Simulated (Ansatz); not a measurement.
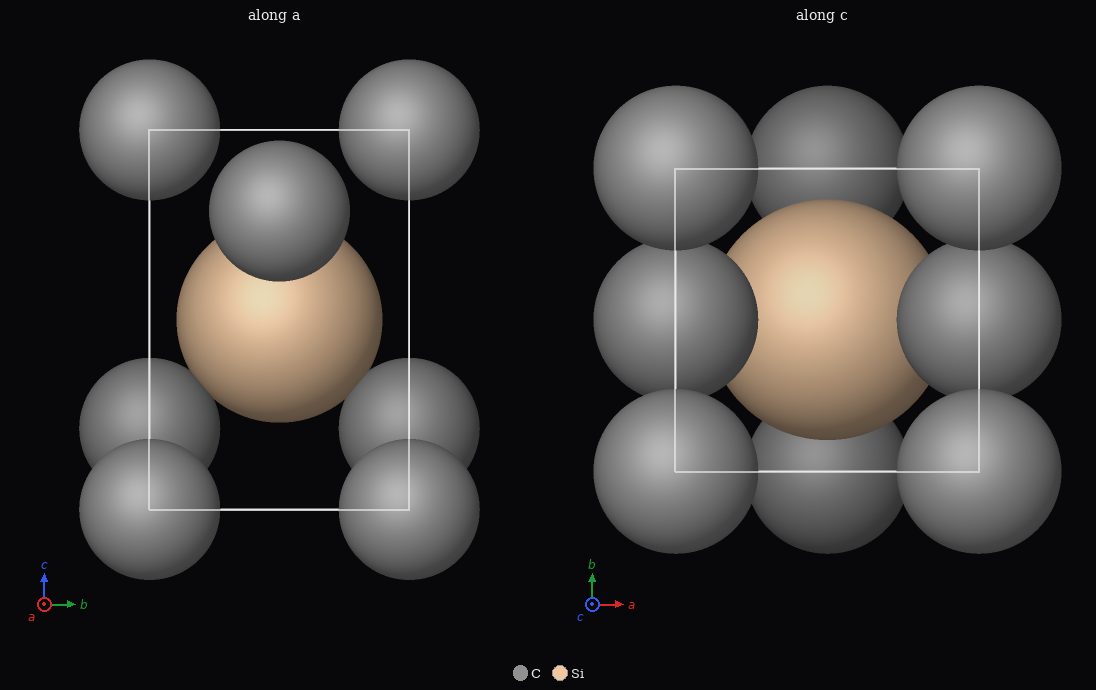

The crystal in a space-filling representation, seen along the a axis and along the c axis. Lines trace the edges of the conventional unit cell.

SiC$_{3}$, space group P-4m2 (No. 115), a = 2.80 Å, b = 2.80 Å, c = 4.09 Å, α = 90.00°, β = 90.00°, γ = 90.00°.

Level of theory: DFT, PBE0, plane waves, PAW in Ansatz 0.2.0. Settings were plane waves to 420 eV, a 6×6×4 mesh of k-points, no spin polarisation.

### What is the electronic character?

An insulator at this level, with a gap of 3.06 eV, indirect; the smallest direct gap is 3.63 eV.

### Under what pressure is the structure?

The computed pressure is -3.4 GPa (stretched: it would shrink).

The cell started as a structure type filled with these elements by a generator (whether the compound takes this form wasn't checked). Earlier steps of the study may have refined or changed the cell and positions. Ansatz was used for an electronic-structure calculation on it.
